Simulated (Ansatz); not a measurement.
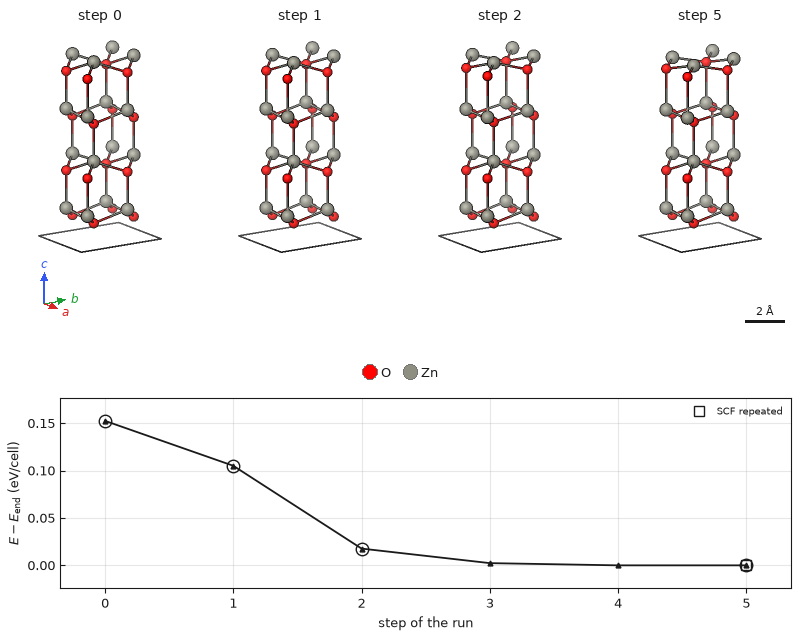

Frames of a constrained relaxation of a slab of composition ZnO (cut from the P6_3mc phase), marked on the history of the run. Style: ball-and-stick. Shown: the 2 × 2 repeat of the cell, outlined in the plane, without the vacuum, slightly off an axis.

Case: clean slab, lower half held. The slab is the (0 0 1) face of ZnO. 4 atoms are held fixed.

Theory: DFT PBEsol, scalar-relativistic, plane waves, PAW in Ansatz 0.2.0. Set-up: plane-wave cutoff 420 eV; k-point mesh 9 × 9 × 1; occupations gaussian; smearing width 0.05 eV; no spin polarisation; dipole correction; atoms relaxed in a fixed cell; force threshold 0.03 eV/Å; at most 70 steps.

> What happens along the run?

After 4 accepted moves (5 points after the start) the energy has fallen by 0.152 eV per cell of the calculation. Largest force component: 1.1 eV/Å at the start, 0.015 eV/Å at the end. 1 step only repeated the SCF at the same geometry. A Zn atom moves most: 0.18 Å along the normal (−c). Largest moves by element: Zn 0.18 Å, O 0.11 Å. The cell doesn't change. Some distances before and after: O–Zn 1.976 → 2.151 Å, O–Zn 1.976 → 2.074 Å, O–Zn 1.969 → 1.895 Å, O–Zn 1.969 → 1.923 Å. Bond angles that change, for instance: Zn–O–Zn 108.7° → 100.2°, Zn–O–Zn 110.2° → 117.0°, O–Zn–O 110.2° → 117.0°. From step 0 to 1: a Zn atom moves most (0.04 Å), energy −47.4 meV per cell of the calculation. From step 1 to 2: an O atom moves most (0.15 Å), energy −87.4 meV per cell of the calculation. From step 2 to 5: a Zn atom moves most (0.15 Å), energy −17.7 meV per cell of the calculation.

```tsv
step	E − E(0), meV/atom	largest force component, eV/Å	note
0	0.00	1.0665	
1	-5.93	0.8601	
2	-16.85	0.2726	
3	-18.77	0.1018	
4	-19.06	0.0153	
5	-19.06	0.0154	same geometry, SCF repeated
```
